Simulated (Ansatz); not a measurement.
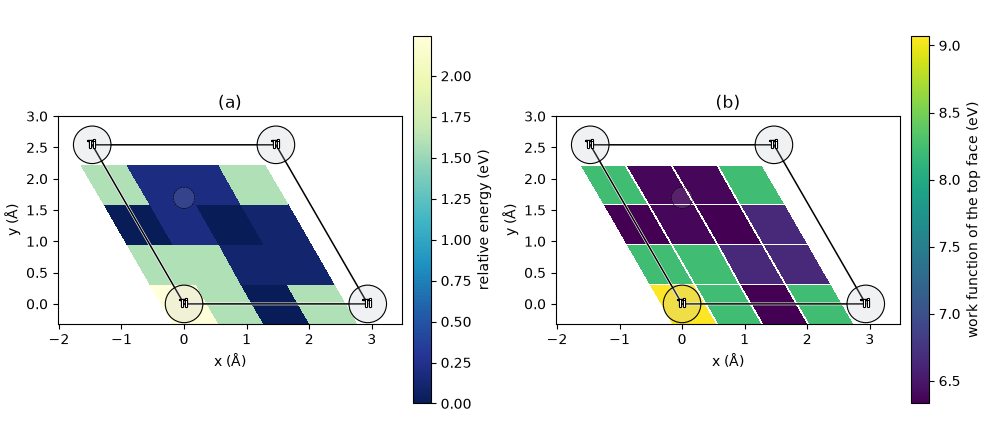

O on a Ti(001) slab cut from the P6_3/mmc phase (3 atoms of substrate and one adsorbate in a 1 × 1 cell). One O atom a 1 × 1 cell is placed over a mesh of places on the rigid (0 0 1) surface, and only its height is relaxed. Places are given modulo a cell vector. The map is drawn in real space over the plane of the surface. The grid has 4 × 4 points. Energies: eV, counted from the lowest grid point. This mesh misses the points at thirds of the hexagonal cell. With one adsorbate in each 1 × 1 cell, its nearest image is 2.9 Å away, so neighbouring adsorbates interact. Computed with DFT r2SCAN, scalar-relativistic, plane waves, PAW in Ansatz.

Panel (a) is the energy; panel (b) is the computed work function of the top face, in eV.

The picture shows one coloured cell a grid point, labelled circles for the atoms of the top layer and small ones for the second layer, the outline of one cell of the plane.

> How does the work function of the top face vary over the map, and what is it at the lowest grid point?

It runs from 6.33 eV at a bridge site between two Ti atoms, (0/4, 2/4) of the cell vectors to 9.07 eV at the top site over a surface Ti atom, (0/4, 0/4) of the cell vectors. At the lowest grid point, a bridge site between two Ti atoms, (0/4, 2/4) of the cell vectors, it is 6.33 eV.

```csv
"place along a₂ ↓, place along a₁ →",0/4,1/4,2/4,3/4
3/4,8.23,6.38,6.38,8.23
2/4,6.33,6.38,6.33,6.63
1/4,8.23,8.23,6.63,6.63
0/4,9.07,8.23,6.33,8.23
```
